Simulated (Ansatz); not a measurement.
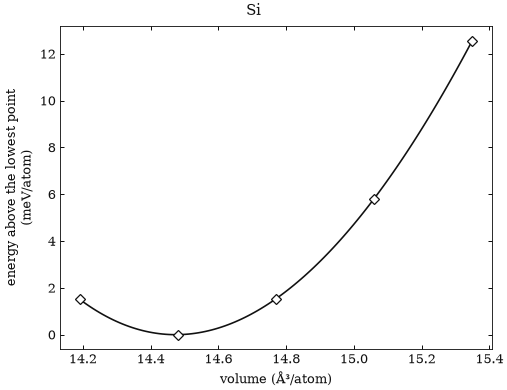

The figure shows the energy above the lowest point against volume for Si, space group Fm-3m (No. 225) (one of a set of cubic test structures, which need not be the stable phase).

Method: equation of state of a cubic crystal from periodic Kohn-Sham density functional theory without spin, third-order Birch-Murnaghan fit to the free energies; pressure corrected for the finite basis (Ansatz 0.2.0 development build). Level: PBE.

- structure type: fcc
- atoms in cell: 1
- space group number: 225
- lattice centring: face-centred primitive
- k mesh: 24×24×24
- occupation method: Fermi–Dirac
- occupation width: 0.06123 eV
- wave cutoff: 420 eV
- datasets: soft-1 PAW
- density tolerance: 1e−07 eV
- bands: 6
- density cutoff ratio: 4
- search for lower states: default

From this curve and the settings, what does the calculation give for the pressure at the same points?

The pressure falls from 1.736 GPa at volume 14.19 Å³/atom to −4.368 GPa at 15.35 Å³/atom, and changes sign near 14.47 Å³/atom.

| volume (Å³/atom) | pressure (GPa) |
| --- | --- |
| 14.19 | 1.736 |
| 14.48 | −0.040 |
| 14.77 | −1.632 |
| 15.06 | −3.074 |
| 15.35 | −4.368 |

Limits of the calculation: cubic model structure, not the ambient form.
